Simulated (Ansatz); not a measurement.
The structure in question:

```yaml
crystal:
  lattice:
    - [3.93352, 0.00000, 0.00000]
    - [-1.96676, 3.40653, 0.00000]
    - [0.00000, 0.00000, 6.32869]
  atoms:
    - { symbol: Ir, position: [0.66667, 0.33333, 0.06081] }
    - { symbol: Ir, position: [0.33333, 0.66667, 0.56081] }
    - { symbol: Ir, position: [0.66667, 0.33333, 0.43919] }
    - { symbol: Ir, position: [0.33333, 0.66667, 0.93919] }
```

> Describe what this structure looks like.

The element is iridium. The atoms follow space group P6_3/mmc (No. 194); the Bravais lattice is primitive hexagonal. The arrangement is known as hexagonal diamond (lonsdaleite type). The cell holds four atoms. Around each Ir lie four Ir in a tetrahedral arrangement at 2.39 Å. The bonds build a three-dimensional framework.

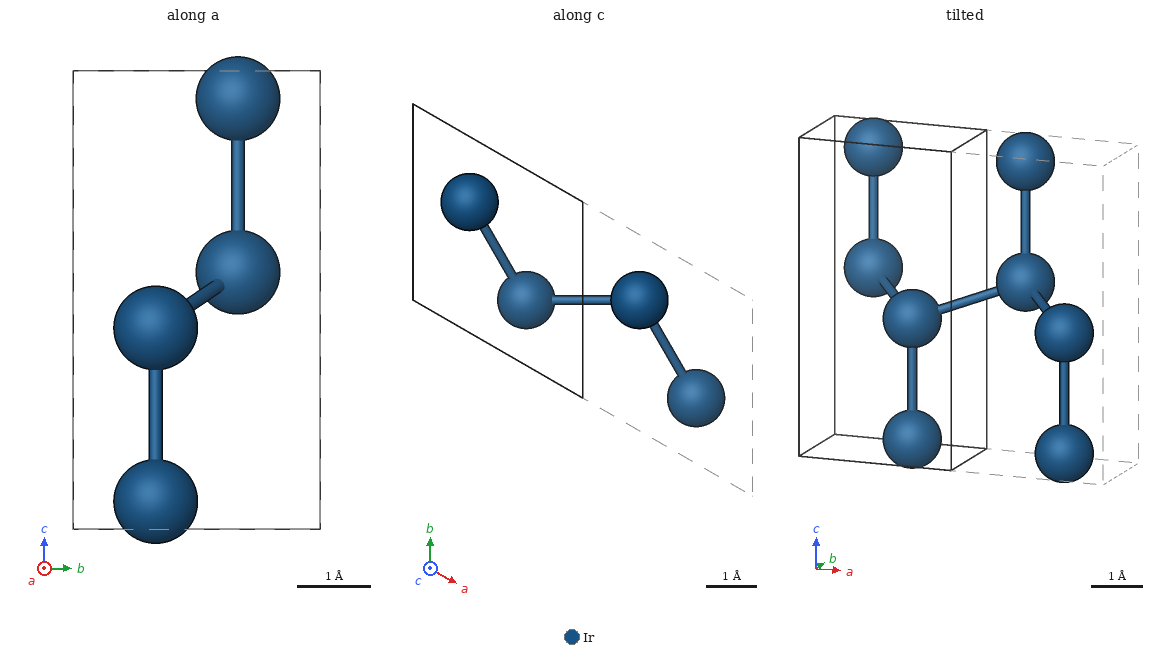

A ball-and-stick picture of a crystal structure, seen along the a axis, along the c axis and slightly off an axis. A block of 2×1×1 cells is shown, with one conventional unit cell in solid outline. Colours: iridium blue.

The structure comes from a structure listed in the Materials Project, with elements exchanged, so it need not be a known form of the compound. This is the structure after a relaxation with DFT r2SCAN, scalar-relativistic, plane waves, PAW in Ansatz 0.2.0.
